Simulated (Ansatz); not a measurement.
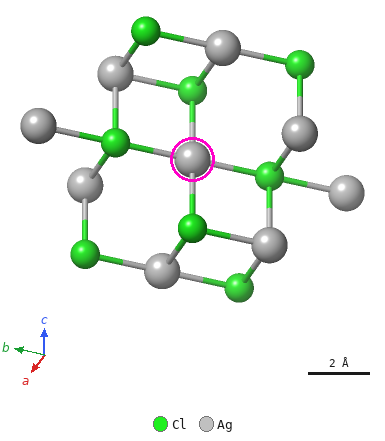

Perfect AgCl. A ball-and-stick model of the atoms within 6.0 Å of one point, in a slice 3.4 Å thick across the line of sight, seen from a free direction.

All numbers below come from Ansatz, DFT, PBEsol, PAW, plane waves. Set-up: plane-wave cutoff 420 eV; k-point mesh 1 × 1 × 1; mesh shifted by (0.25, 0.25, 0.25); no spin polarisation. Fermi-Dirac smearing of 0.01 eV. A uniform background neutralises the charged cell. The axes drawn are those of the host's conventional cell.

A silver atom is taken out (a vacancy) at the ringed place, in charge state −1. The supercell has 64 sites, and the atoms are relaxed at the host's cell.

Predict the relaxed surroundings of the defect.

Around the empty Ag site the host had 6 Cl at 2.72 Å; after relaxation the nearest atoms are 6 Cl at 2.84 to 2.85 Å. Of the host's atoms, a chlorine atom moves furthest from its site, by 0.13 Å.

The relaxed defect, seen from the same direction:

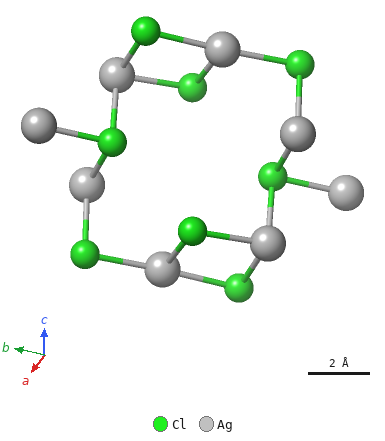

Limits of the set-up: the cell is charged, on a uniform background, and energies carry no finite-size correction.
